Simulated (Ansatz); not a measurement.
Consider LiH.

The calculation's input:

```
crystal:
  lattice:
    - [0.0, 2.0202759106, 2.2614527767]
    - [2.0202759106, 0.0, 2.2614527767]
    - [2.0202759106, 2.0202759106, 0.0]
  atoms:
    - { symbol: Li, position: [0.0, 0.0, 0.0] }
    - { symbol: H, position: [0.25, 0.25, 0.25] }
kpoints:
  mp_grid: { grid: [8, 8, 8] }
  band_path:
    path:
      - [0.0, 0.0, 0.0]
      - [-0.5, -0.5, 0.0]
      - [-0.375, -0.375, 0.25]
      - [-0.375, 0.0, 0.375]
      - [0.0, 0.0, 0.5]
      - [-0.5, -0.25, 0.25]
      - [-0.15, -0.075, 0.425]
      - [0.25, -0.25, -0.5]
    npoints: 1
hamiltonian:
  xc: hse06
scf:
  occupations: { method: fixed }
  n_extra_bands: 4
output:
  forces: true
  stress: true
  eigenvalues: true
  write_density: true
  write_potential: true
  elf: true
  volumetric_format: npy
```

Command:

```sh
ansatz run input.yaml --threads 4 --pin off --max-ram 3686MiB --backend cpu --events-out ev --progress --plain --runs-dir out
```

Below, planes, directions and counts refer to the conventional cell (a = 2.86 Å, b = 2.86 Å, c = 4.52 Å, α = 90.00°, β = 90.00°, γ = 90.00°).

Space group I-4m2; started from the zincblende prototype, which need not be the ambient phase; changed on purpose from its base cell (epitaxial xy strain -5.8%).

Level of theory: DFT, HSE06, plane waves, PAW (Ansatz).

**Predict the valence pseudo-density and electron localisation function between the atoms.**

Li–H (1.82 Å): ρ at the midpoint is about 0.17 e/Å³; the ELF climbs to about 1 towards the hydrogen; an ionic contact to a hydride ion.

**Does the calculation make it a metal, or give it a gap?**

It is gapped, with a Kohn–Sham gap of 5.1 eV on the k-point mesh (the band edges may lie off the mesh, which would make the gap smaller).

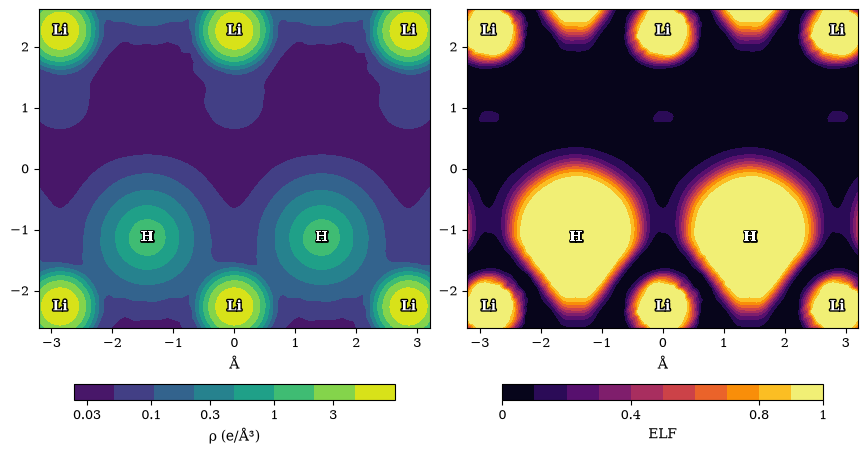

Computed valence pseudo-density and electron localisation function on the (010) plane of the conventional cell, in this order. 
